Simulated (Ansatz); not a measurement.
# SnO$_{2}$: what the fields show

Input file:

```
crystal:
  lattice:
    - [-1.6079433576, 2.7850395911, 0.0]
    - [1.6079433576, 0.9283465304, 3.8384761035]
    - [3.2158867152, 1.8566930607, -3.8384761035]
  atoms:
    - { symbol: Sn, position: [-0.0450264617, 0.9222725193, 0.5344764153] }
    - { symbol: Sn, position: [0.5450264617, 0.5777274807, -0.0344764153] }
    - { symbol: O, position: [0.0210058351, 0.4825746014, 0.6832474256] }
    - { symbol: O, position: [0.4789941649, 1.0104886682, 0.3202209396] }
    - { symbol: O, position: [0.0210058351, 0.4895113318, 0.1797790604] }
    - { symbol: O, position: [0.4789941649, 0.0174253986, 0.8167525744] }
basis:
  ecutwfc: 520.0
kpoints:
  mp_grid: { grid: [8, 8, 6] }
hamiltonian:
  xc: lda
  pseudopotentials: { kind: paw, azcp: { folder: soft_1 } }
  dispersion: d3bj
scf:
  occupations: { method: gaussian, width: 0.05 }
output:
  forces: true
  stress: true
  eigenvalues: true
  write_density: true
  write_potential: true
  elf: true
  volumetric_format: npy
```

Launched as:

```sh
ansatz run input.yaml --threads 2 --pin off --max-ram 4096MiB --backend cpu --events-out ev --progress --plain --runs-dir out
```

Below, planes, directions and counts refer to the conventional cell (a = 3.22 Å, b = 4.26 Å, c = 5.34 Å, α = 110.14°, β = 90.00°, γ = 90.00°).

Space group P-1; a point of a scan over the structure, not its minimum; a structure from a database of computed crystals, not necessarily the ambient phase; not relaxed (largest force 2.0 eV/Å); computed pressure about −7 GPa in this cell; PAW files of the earlier set (soft_1).

These are results of DFT LDA+D3(BJ), scalar-relativistic, plane waves, PAW (Ansatz), not measurements.

In a PAW calculation such maps are meaningful between the atoms, not at the nuclei.

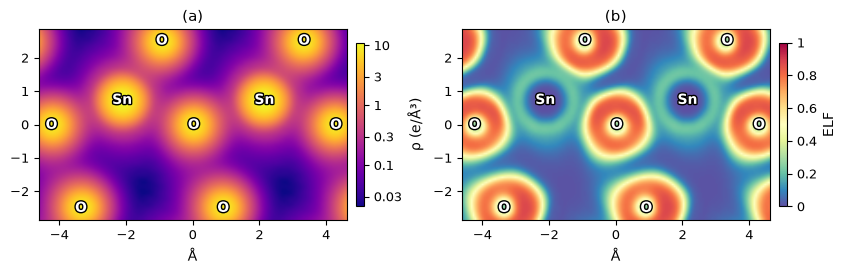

Figure 1. (a) valence electron density; (b) electron localisation function on the (100) plane of the conventional cell.

Describe what can be read from this map.

Answer. The section cuts through Sn and O sites.
Sn–O (2.15 Å): ρ is about 0.55 e/Å³ halfway; the ELF peaks at about 0.80 in the valence shell of O, 0.6 Å from its nucleus, and is about 0.25 at the midpoint: no localised pair shows between them.
Sn–O (2.25 Å): ρ is about 0.43 e/Å³ halfway; the ELF peaks at about 0.85 in the valence shell of O, 0.6 Å from its nucleus, and is about 0.20 at the midpoint: no localised pair shows between them.
Between the atoms the lowest density in this plane is 0.02 e/Å³.

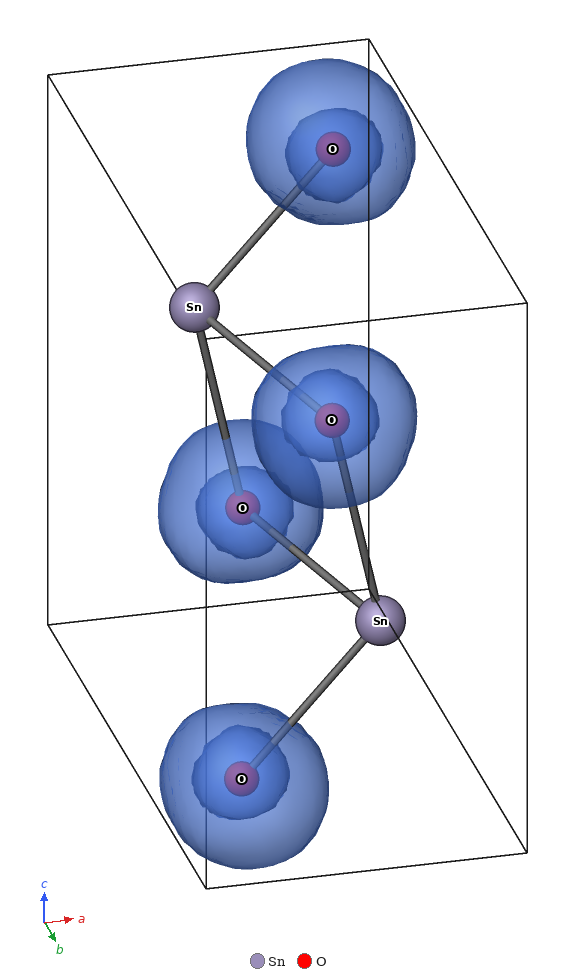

Figure 2. Isosurface of the ELF at 0.75 (blue), seen at an oblique angle. Only the valence region is drawn (cores and ρ < 0.01 e/Å³ removed). Sticks mark near contacts.

Identify the bonds, lone pairs and shells in this picture.

Answer. At this value the surface marks out four regions wrapped around O (the valence shell of each), counted in one cell of 6 atoms. Regions shared between cells count once. Profiles from the grid: Sn–O (2.02 Å): the ELF peaks at about 0.80 in the valence shell of O, 0.6 Å from its nucleus, and is about 0.30 at the midpoint. Sn–O (2.09 Å): the ELF peaks at about 0.80 in the valence shell of O, 0.6 Å from its nucleus, and is about 0.30 at the midpoint; no shared electron pair shows on this line.

Does the calculation make it a metal, or give it a gap?

Answer. It is gapped, with a Kohn–Sham gap of 0.70 eV on the k-point mesh, an upper bound to the gap of this method.
